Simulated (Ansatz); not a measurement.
**Pb2O: geometry relaxation**

- system: Pb2O (Pn-3m, 6 atoms in the cell)
- method: DFT PBEsol, scalar-relativistic, plane waves, PAW, no spin polarisation (Ansatz 0.2.0)

The structure derives from an entry of the Crystallography Open Database.

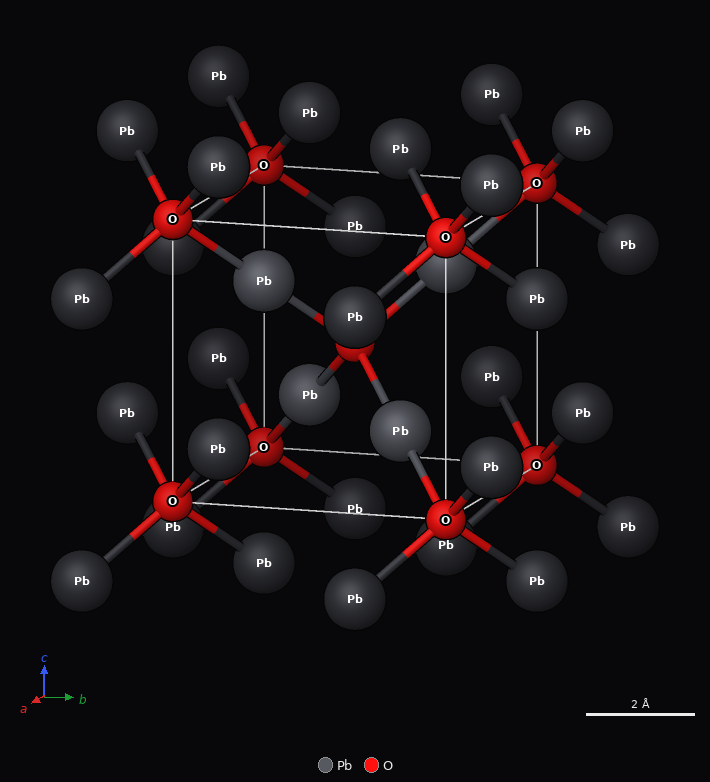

Figure 1. The starting structure (ball-and-stick view of the cell of the calculation, seen slightly off an axis; neighbours outside the cell are drawn fainter). An atom can appear more than once, as a periodic image. Near neighbours in the periodic cell (some may lie outside the picture): Pb has 2 O at 2.33 Å; O has 4 Pb at 2.33 Å.

### Input file
```yaml
crystal:
  lattice:
    - [5.38, 0.0, 0.0]
    - [0.0, 5.38, 0.0]
    - [0.0, 0.0, 5.38]
  atoms:
    - { symbol: Pb, position: [0.25, 0.25, 0.25] }
    - { symbol: Pb, position: [0.75, 0.75, 0.25] }
    - { symbol: Pb, position: [0.25, 0.75, 0.75] }
    - { symbol: Pb, position: [0.75, 0.25, 0.75] }
    - { symbol: O, position: [0.0, 0.0, 0.0] }
    - { symbol: O, position: [0.5, 0.5, 0.5] }
basis:
  ecutwfc: 420
kpoints:
  mp_grid: { grid: [8, 8, 8] }
hamiltonian:
  xc: pbesol
scf:
  occupations: { method: gaussian, width: 0.1 }
output:
  forces: true
  stress: true
  eigenvalues: true
relax:
  adjacent_minimum: "off"
  f_tol: 0.005
  max_steps: 80
  cell: { stress_tol: 0.05 }
```

Hardware: 1 thread of Arm Neoverse V1, 24 GiB of memory available, shared host.

Command:
```bash
ansatz run input.yaml --threads 1 --pin off --max-ram 2560MiB --backend cpu --events-out ev --progress --plain --runs-dir out
```

### What the program printed
```
Engine: ansatz 0.2.0, aarch64-unknown-linux-gnu
Pseudopotentials: kind: paw
Pseudopotential: Pb, paw, valence charge 14, recommended cutoff 420 eV (normal), Pb.paw.azcp
Pseudopotential: O, paw, valence charge 6, recommended cutoff 420 eV (normal), O.paw.azcp
Functional definition: PBEsol
  exchange = pbesol_x
  correlation = pbesol_c
Crystal: 6 atoms, lattice volume = 155.721 Å³
Basis set: ecut = 420 eV, 2969 PW (Γ), exchange–correlation on 72×72×72 points (8 copies of the dense FFT grid, shifted against one another)
Bands: 41, of which v1, the nominal top of the filled ones, is band 34 counted from 1 (33 counted from 0)
Symmetry: 48 space group operations
Space group: Pn-3m (ITA 224), of the structure as read, at distance tolerance 5.4e-5 Å
k-points: 35 of 512
Non-local potential: Pb, projectors of the file, l = 0: 2, l = 1: 2, l = 2: 2, l = 3: 2
Non-local potential: O, projectors of the file, l = 0: 2, l = 1: 2, l = 2: 1
PAW form: soft (Blöchl's): semilocal exchange-correlation on the pseudo side does not see the compensation charge
PAW frozen core: Pb, regenerated for the run's functional, and the local potential with it (the file was generated under x = pbe(κ = 0.804, μ = 0.2195149727645171), c = pbe(β = 0.06672455060314922))
PAW frozen core: O, regenerated for the run's functional, and the local potential with it (the file was generated under x = pbe(κ = 0.804, μ = 0.2195149727645171), c = pbe(β = 0.06672455060314922))
PAW one-centre angular grid: Pb, 590 points (default); XC on 64 Gauss nodes
PAW one-centre angular grid: O, 110 points (default); XC on 64 Gauss nodes
Initial density: superposition of atomic densities (neutral atoms: chi_scale 0, normalization atom), corrected by the library's trained network
Initial wavefunctions: pseudopotential atomic-orbital guess
Functional: x = pbesol(κ = 0.804, μ = 0.12345679012345678), c = pbesol(β = 0.046)
SCF iter   1: F=—  HF=-48138.626408 eV  |F-HF|=—  |Δ(HF+E_count)|=         —  Δρ=1.54e-2  dr2=3.73e-1  ethr=1.77e-3  ⟨swp⟩=8.7  Hψ=6907  notcnv=0  defer=4
preconditioner: auto → Kerker (q_TF=auto, 2.376 Å⁻¹)  [metal: Δε(μ)=0.064 eV  Ē_g=14.823 eV  σ=0.100 eV  W_gap=0.32  n_scr=32 (ndim 8)  ℏωp=24.5 eV  f_vac=0.008  D(μ)=1.91/eV (n_scr^D=6)]
SCF iter   2: F=—  HF=-48138.573215 eV  |F-HF|=—  |Δ(HF+E_count)|=   5.32e-2  Δρ=5.52e-3  dr2=5.67e-2  ethr=5.48e-4  ⟨swp⟩=1.9  Hψ=1805  notcnv=0  defer=36
SCF iter   3: F=—  HF=-48138.565669 eV  |F-HF|=—  |Δ(HF+E_count)|=   7.55e-3  Δρ=1.07e-3  dr2=1.80e-3  ethr=8.34e-5  ⟨swp⟩=2.0  Hψ=1634  notcnv=0  defer=37
SCF iter   4: F=—  HF=-48138.566071 eV  |F-HF|=—  |Δ(HF+E_count)|=   4.02e-4  Δρ=2.23e-4  dr2=1.03e-4  ethr=2.64e-6  ⟨swp⟩=2.1  Hψ=1732  notcnv=0  defer=37
SCF iter   5: F=—  HF=-48138.566128 eV  |F-HF|=—  |Δ(HF+E_count)|=   5.76e-5  Δρ=7.78e-5  dr2=1.53e-5  ethr=1.52e-7  ⟨swp⟩=2.1  Hψ=1882  notcnv=0  defer=37
SCF iter   6: F=—  HF=-48138.566065 eV  |F-HF|=—  |Δ(HF+E_count)|=   6.35e-5  Δρ=1.68e-5  dr2=4.36e-7  ethr=2.25e-8  ⟨swp⟩=2.0  Hψ=1717  notcnv=0  defer=37
SCF iter   7: F=-48138.566065 eV  HF=-48138.566065 eV  |F-HF|=7.17e-9  |Δ(HF+E_count)|=   2.33e-7  Δρ=3.38e-6  dr2=1.81e-8  ethr=1.47e-10  ⟨swp⟩=11.2  Hψ=7127  notcnv=0
SCF 1 converged in 7 iterations: F = -48138.566065 eV  dr2 = 1.81e-8
  greatest PAW one-centre occupation: 0.984 electrons in one spin orbital (limit 2), on the Pb atom at site 1 (counted from 0), in its partial waves of l = 2
relax step   1: F+E_penalty+E_count = -48138.56606494 eV  Δ(F+E_penalty+E_count) = +0.000e0 eV  max|allowed force component| = 9.637e-19 eV/Å  Δτ_max = 0.0000 Å  P = -0.048 GPa  Ω = 155.721 Å³  (7 SCF iters, dr2 threshold 1.00e-7 eV, accepted)
Initial density: handed on by an earlier stage of this run
Initial wavefunctions: pseudopotential atomic-orbital guess (no wavefunctions were taken with the density)
iter 1 solved again at ethr=9.74e-8 eV; its pass at ethr=3.10e-3 eV (dr2=6.62e-5 eV) is discarded
SCF iter   1: F=—  HF=-48138.566137 eV  |F-HF|=—  |Δ(HF+E_count)|=         —  Δρ=3.39e-6  dr2=1.94e-8  ethr=9.74e-8  ⟨swp⟩=3.7  Hψ=10742  notcnv=0
eigensolver tolerance schedule: the retry pair's looser diagonalisation over-reported the residual by 3416.60 of it (diagonalisation noise at 0.12 of the residual, at the tolerance the schedule requests for it); recorded, not acted on — ethr = c·dr2/N_el stays at c = 1.0e-1
preconditioner: auto → Kerker (q_TF=auto, 2.376 Å⁻¹)  [metal: Δε(μ)=0.058 eV  Ē_g=14.890 eV  σ=0.100 eV  W_gap=0.31  n_scr=32 (ndim 8)  ℏωp=24.5 eV  f_vac=0.001  D(μ)=1.64/eV (n_scr^D=6)]
SCF iter   2: F=—  HF=-48138.566065 eV  |F-HF|=—  |Δ(HF+E_count)|=   7.16e-5  Δρ=2.35e-6  dr2=8.82e-9  ethr=2.85e-11  ⟨swp⟩=3.1  Hψ=3063  notcnv=0
SCF iter   3: F=—  HF=-48138.566065 eV  |F-HF|=—  |Δ(HF+E_count)|=   4.81e-9  Δρ=8.34e-7  dr2=1.01e-9  ethr=1.30e-11  ⟨swp⟩=2.1  Hψ=1799  notcnv=0
SCF iter   4: F=—  HF=-48138.566065 eV  |F-HF|=—  |Δ(HF+E_count)|=  2.18e-10  Δρ=4.55e-7  dr2=1.56e-10  ethr=1.49e-12  ⟨swp⟩=2.0  Hψ=1502  notcnv=0
iter 5 did not close the SCF: its close was put off for the readings that it lacked (scf_convergence_deferred on its scf_iter line)
SCF iter   5: F=-48138.566065 eV  HF=-48138.566065 eV  |F-HF|=2.18e-11  |Δ(HF+E_count)|=  5.09e-11  Δρ=7.77e-8  dr2=1.17e-11  ethr=1.00e-12  ⟨swp⟩=1.0  Hψ=1435  notcnv=0
SCF iter   6: F=-48138.566065 eV  HF=-48138.566065 eV  |F-HF|=2.91e-11  |Δ(HF+E_count)|=  7.28e-12  Δρ=2.86e-8  dr2=1.91e-12  ethr=1.00e-12  ⟨swp⟩=4.5  Hψ=5342  notcnv=0
SCF 2 converged in 6 iterations: F = -48138.566065 eV  dr2 = 1.91e-12
relax step   2: F+E_penalty+E_count = -48138.56606494 eV  Δ(F+E_penalty+E_count) = -2.452e-9 eV  max|allowed force component| = 3.855e-19 eV/Å  Δτ_max = 0.0000 Å  P = -0.048 GPa  Ω = 155.721 Å³  stress off target by 4.82e-2 GPa  SCF on the basis re-selected at this cell (its energy is not comparable with the rows above)  (6 SCF iters)
```

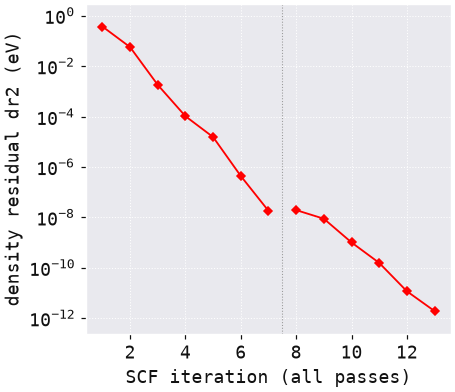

Figure 2. Convergence of the self-consistent field: density residual dr2 against the SCF iteration. The dotted lines part the SCF passes of the relaxation: geometry steps, rejected trials and re-solves on a re-selected basis. The passes take 7 and 6 iterations.

```
basis re-selected at this cell: Δ(F+E_penalty+E_count) = -2.452e-9 eV, ΔP = -0.000 GPa vs the last step (what re-selecting the basis moved, of the pressure what is left beyond the Pulay correction that the steps carried, after the strain that the cell walked since its last selection, with what the two solves' SCF thresholds leave and, on support functions, any second-order correction that the steps lacked; it is no measure of the basis error at this ecutwfc). This SCF's stress stands 4.82e-2 GPa from its target on what of the cell is left free (relax.cell.stress_tol is 5.00e-2 GPa) and its largest allowed force component is 3.85e-19 eV/Å (relax.f_tol is 5.00e-3 eV/Å): within both
SCF converged after 6 iterations
Free energy (F): -48138.566065 eV
Harris-Foulkes:  -48138.566065 eV  (|F-HF|=2.91e-11)
Internal energy: -48138.557842 eV  (E = F + TS)
E sigma→0 (E₀):  -48138.561953 eV
Entropy (-TS):   -0.008223 eV (-1.371 meV/atom)
Fermi energy:    7.975313 eV
--- Per-component energies (eV) ---
  E_band       = -269.079910
  E_kinetic    = 1499.233373
  E_local      = -5406.193783  (includes V_loc(G=0)·N_el)
  E_nonlocal   = 1507.214757
  E_hartree    = 2127.583039
  E_xc         = -1018.687435
  E_vxc        = -713.777330  (∫ρ·V_xc dr)
  E_paw        = -41326.373728  (= ΣΔE_a)
  E_vpaw       = -1410.727970  (= ΣTr[D̂ρ^β])
  E_aug_tail   = 0.004919  (compensation charges beyond the density's cutoff)
  E_ewald      = -5521.658025
  E_core_change = 0.319042  (= ΣΔE_core)
  E_smearing   = -0.008223  (= −TS)
  E_closure    = -0.000000  (closes the sum)
  Σ components = -48138.566065   (vs F -48138.566065, Δ=0.00e0)
--- Forces (eV/Å), atoms counted from 1 ---
  atom   1  Pb    -0.00000000     0.00000000     0.00000000
  atom   2  Pb    -0.00000000     0.00000000     0.00000000
  atom   3  Pb    -0.00000000     0.00000000     0.00000000
  atom   4  Pb    -0.00000000     0.00000000     0.00000000
  atom   5  O      0.00000000     0.00000000     0.00000000
  atom   6  O      0.00000000     0.00000000    -0.00000000
  max |Σ_I F_I| component: 2.89e-19 eV/Å
--- Stress (GPa, compression-positive) ---
       -0.048181       0.000000       0.000000
        0.000000      -0.048181       0.000000
        0.000000       0.000000      -0.048181
  P = ⅓ Tr σ = -0.0482 GPa (-0.482 kbar)
--- Band table (eV; the first three rows and the last of 35) ---
  k-point 0: bands = ["-10.4902", "-9.3020", "-8.4120", "-8.4120", "-8.3576", "-8.3576", "-8.3576", "-8.3044", "-8.3044", "-8.3044", "-8.2228", "-8.2228", "-8.2228", "-8.2022", "-8.2022", "-8.1188", "-8.1188", "-8.1188", "-8.1073", "-8.1073", "-8.1073", "-7.1187", "-0.0946", "0.6133", "0.6133", "0.6133", "4.1324", "4.1324", "4.1324", "5.9598", "5.9598", "7.4825", "7.4825", "7.4825", "10.1366", "10.1366", "10.1366", "10.6888", "13.5011", "13.5011", "13.5011"]
  k-point 1: bands = ["-10.4613", "-9.3937", "-8.4082", "-8.4045", "-8.3548", "-8.3532", "-8.3532", "-8.2977", "-8.2977", "-8.2790", "-8.2290", "-8.2261", "-8.2261", "-8.2049", "-8.1994", "-8.1238", "-8.1238", "-8.1125", "-8.1104", "-8.1104", "-8.0543", "-7.1366", "-0.1216", "0.5145", "0.6210", "0.6210", "4.1371", "4.1371", "4.2500", "6.0560", "6.2050", "7.3023", "7.4098", "7.4098", "9.7820", "10.1263", "10.1263", "10.8246", "12.8448", "13.0704", "13.0704"]
  k-point 2: bands = ["-10.3757", "-9.5998", "-8.3975", "-8.3831", "-8.3529", "-8.3410", "-8.3410", "-8.2788", "-8.2788", "-8.2577", "-8.2476", "-8.2350", "-8.2350", "-8.2126", "-8.1912", "-8.1426", "-8.1426", "-8.1260", "-8.1139", "-8.1139", "-7.8708", "-7.1933", "-0.1745", "0.2840", "0.6400", "0.6400", "4.1470", "4.1470", "4.5766", "6.3413", "6.7111", "7.0183", "7.2525", "7.2525", "9.0186", "10.0754", "10.0754", "11.1676", "11.6331", "12.8193", "12.8193"]
  k-point 34: bands = ["-10.4819", "-9.3172", "-8.3530", "-8.3530", "-8.3530", "-8.3384", "-8.3384", "-8.3384", "-8.2906", "-8.2906", "-8.2906", "-8.2485", "-8.2485", "-8.2208", "-8.2208", "-8.1369", "-8.1369", "-8.1369", "-8.1134", "-8.1134", "-8.1134", "-6.8442", "-0.0998", "-0.0998", "-0.0998", "2.5590", "3.3510", "3.3510", "3.3510", "7.1580", "7.1580", "7.1580", "7.1814", "7.1814", "7.1814", "9.3274", "12.6434", "12.6434", "12.6923", "12.6923", "12.6923"]
--- Relaxed structure (1 steps of the walk, 1 accepted, 1 SCFs on fresh bases) ---
  F+E_penalty+E_count = -48138.56606494 eV   max|allowed force component| = 3.855e-19 eV/Å   (the final SCF, on the basis selected at the relaxed cell)
  cell:  # Å, volume = 155.7209 Å³
    - [5.38, 0.0, 0.0]
    - [0.0, 5.38, 0.0]
    - [0.0, 0.0, 5.38]
  atoms:
    - { symbol: Pb, position: [0.25, 0.25, 0.25] }
    - { symbol: Pb, position: [0.7500000000000001, 0.7500000000000001, 0.25] }
    - { symbol: Pb, position: [0.25, 0.7500000000000001, 0.7500000000000001] }
    - { symbol: Pb, position: [0.7500000000000001, 0.25, 0.7500000000000001] }
    - { symbol: O, position: [0.0, 0.0, 0.0] }
    - { symbol: O, position: [0.5, 0.5, 0.5] }
```

### Trajectory as extended XYZ (Å, eV, eV/Å), 2 frames, from step=1 to step=2
```
6
Lattice="5.3800 0.0000 0.0000 0.0000 5.3800 0.0000 0.0000 0.0000 5.3800" Properties=species:S:1:pos:R:3:forces:R:3 step=1 energy=-48138.56606 pressure_GPa=-0.05
Pb    1.3450    1.3450    1.3450    0.0000   0.0000   0.0000
Pb    4.0350    4.0350    1.3450    0.0000   0.0000   0.0000
Pb    1.3450    4.0350    4.0350    0.0000   0.0000   0.0000
Pb    4.0350    1.3450    4.0350    0.0000   0.0000   0.0000
O     0.0000    0.0000    0.0000    0.0000   0.0000   0.0000
O     2.6900    2.6900    2.6900    0.0000   0.0000   0.0000
6
Lattice="5.3800 0.0000 0.0000 0.0000 5.3800 0.0000 0.0000 0.0000 5.3800" Properties=species:S:1:pos:R:3:forces:R:3 step=2 energy=-48138.56606 pressure_GPa=-0.05
Pb    1.3450    1.3450    1.3450    0.0000   0.0000   0.0000
Pb    4.0350    4.0350    1.3450    0.0000   0.0000   0.0000
Pb    1.3450    4.0350    4.0350    0.0000   0.0000   0.0000
Pb    4.0350    1.3450    4.0350    0.0000   0.0000   0.0000
O     0.0000    0.0000    0.0000    0.0000   0.0000   0.0000
O     2.6900    2.6900    2.6900    0.0000   0.0000   0.0000
```

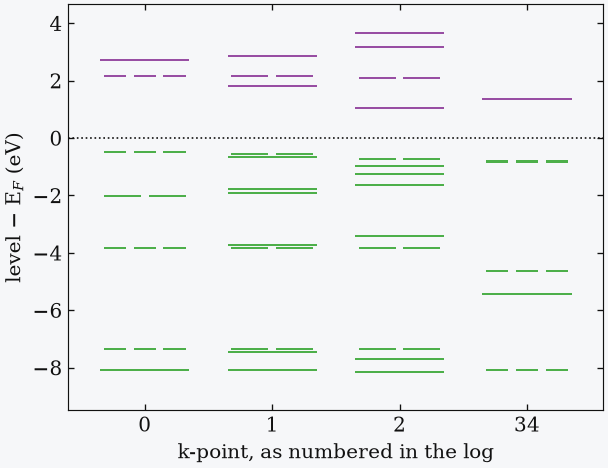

Figure 3. Kohn–Sham levels near the Fermi level (dotted) at the few k-points that the log prints; levels within 0.02 eV of each other stand side by side. The system is metallic on the full mesh.

### Summary

```tsv
quantity	value
outcome	converged
space group (tolerance 0.01 Å)	Pn-3m (224)
electrons treated	68
free energy	−48138.5661 eV
Fermi energy	7.975 eV
gap on the k-point mesh	none (metallic)
pressure	−0.05 GPa
final volume	155.72 Å³
largest force (length of the vector) at the end	under 0.001 eV/Å
final cell	a = 5.380 Å, b = 5.380 Å, c = 5.380 Å, α = 90.00°, β = 90.00°, γ = 90.00°
wall time	31 s
peak memory	0.47 GiB
```

### Notes

Spin–orbit coupling is left out, which matters for Pb.
